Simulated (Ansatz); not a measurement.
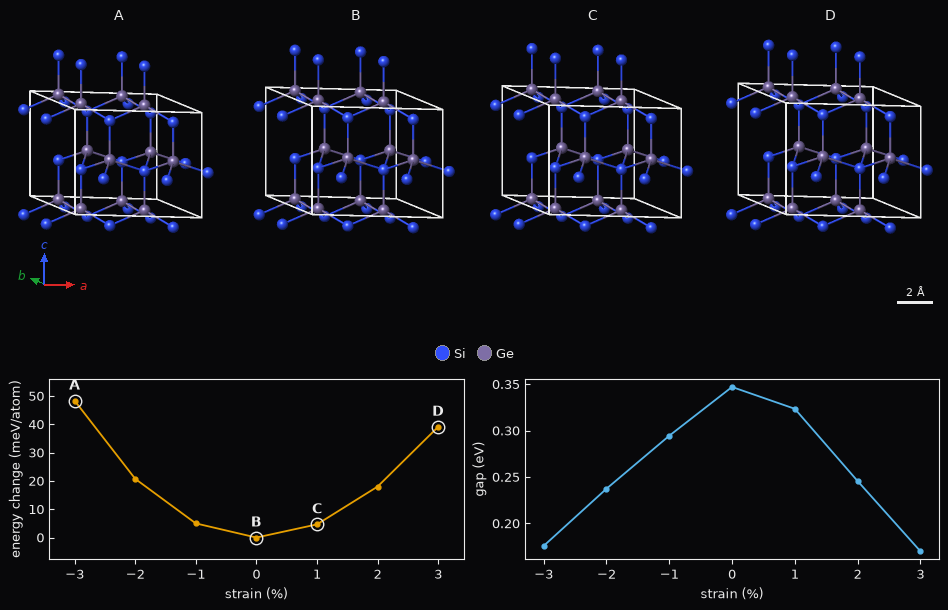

Members of a series of calculations on a crystal of SiGe (set up in P6_3mc), marked on the first curve. The picture is a ball-and-stick view of the cell of the calculation, repeated to show the pattern, seen slightly off an axis.

Method: Ansatz, DFT PBEsol, scalar-relativistic, plane waves, PAW. Settings: plane-wave cutoff 420 eV; k-point mesh 12 × 12 × 6; occupations gaussian; smearing width 0.02 eV; no spin polarisation.

**Which kind of strain is it, and how does the structure respond?**

Equal strain along all axes, cell held, atoms relaxed. A (strain −3.0 %): energy change 48.4 meV/atom, volume 19.37 Å³ per atom, gap 0.18 eV. B (strain 0.0 %): energy change 0.0 meV/atom, volume 21.22 Å³ per atom, gap 0.35 eV. C (strain 1.0 %): energy change 4.7 meV/atom, volume 21.87 Å³ per atom, gap 0.32 eV. D (strain 3.0 %): energy change 39.1 meV/atom, volume 23.19 Å³ per atom, gap 0.17 eV. The rest compares A with D. The drawn cell changes as follows: a = b 7.567 → 8.035 Å (+6.2 %), c 6.250 → 6.637 Å (+6.2 %); the volume changes by +19.7 %. Near-neighbour distances before and after: Ge–Si 2.335 → 2.486 Å, Ge–Si 2.323 → 2.464 Å.
